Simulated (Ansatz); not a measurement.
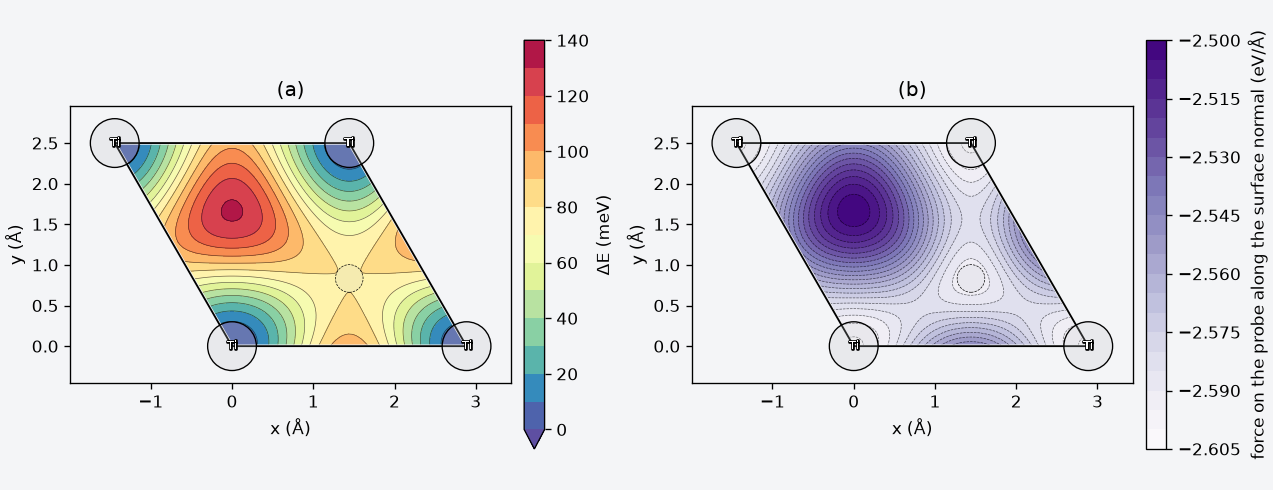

Si on a Ti(001) slab cut from the P6_3/mmc phase, its upper half relaxed before the scan (20 atoms of substrate and one adsorbate in a 2 × 2 cell). 
- Si is moved over the surface cell at a fixed height above a rigid substrate; the origin of the map has the adsorbate above Ti17; the height is held at 3.10 Å.
- Places are given modulo a cell vector. The map is drawn in real space over the plane of the surface.
- The scan uses a 6 × 6 grid; 10 points were computed and 26 follow by symmetry.
- Places are given in fractions of the 1 × 1 surface cell.
- All energies are given in meV relative to the lowest grid point.
- The runs have no spin polarisation, so an open-shell adsorbate far from the surface lies too high. At a fixed height the lowest place need not be the adsorption site.
- Computed with DFT PBE+D3(BJ), scalar-relativistic, plane waves, PAW in Ansatz 0.2.0. Settings: cutoff 420 eV, k-mesh 6×6×1, gaussian smearing 0.1 eV, no spin polarisation.

Panel (a) is the energy; panel (b) is the computed force on the probe along the surface normal, in eV/Å.

The picture shows filled contours, labelled circles for the atoms of the top layer and small ones for the second layer, the outline of one cell of the plane. Between grid points the surface is interpolated.

> How does the force on the probe along the surface normal vary over the map, and what is it at the lowest grid point?

It runs from −2.60 eV/Å at the top site over a surface Ti atom, (0/6, 0/6) of the cell vectors to −2.50 eV/Å at a threefold hollow, (2/6, 4/6) of the cell vectors. At the lowest grid point, the top site over a surface Ti atom, (0/6, 0/6) of the cell vectors, it is −2.60 eV/Å.

PAW datasets: the set soft_1.
